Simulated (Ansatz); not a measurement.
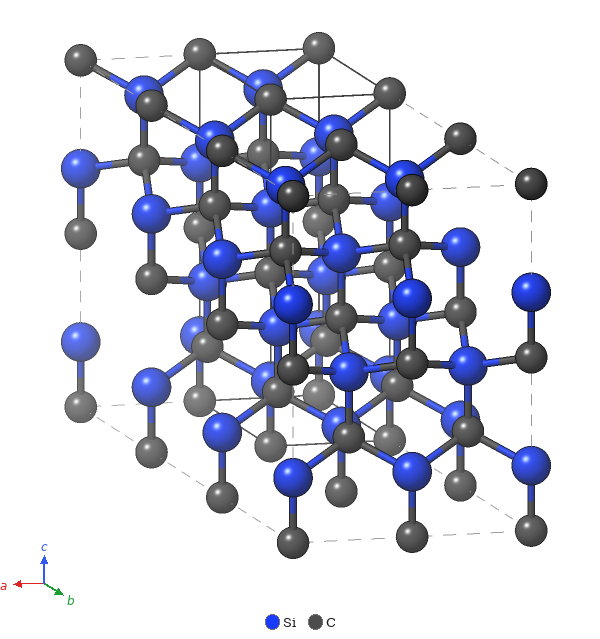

Drawn in the ball-and-stick manner and seen from a general direction. The structure is repeated 2×3×1 times; solid lines mark one conventional unit cell.

SiC, space group P6_3mc (No. 186), a = 3.08 Å, b = 3.08 Å, c = 10.08 Å, α = 90.00°, β = 90.00°, γ = 120.00°.

Calculation details: Ansatz 0.2.0, DFT r2SCAN, scalar-relativistic, plane waves, PAW; a 500 eV plane-wave basis, a 12×12×2 k-point grid, Gaussian smearing of 0.05 eV, no spin polarisation.

**Metal or not?**

A semiconductor at this level, with a gap of 2.60 eV on the k-mesh (the true edges may lie between mesh points, so the gap can be somewhat smaller).

Source of the structure: a structure listed in the Materials Project. What is shown is the relaxed result from DFT r2SCAN, scalar-relativistic, plane waves, PAW in Ansatz.
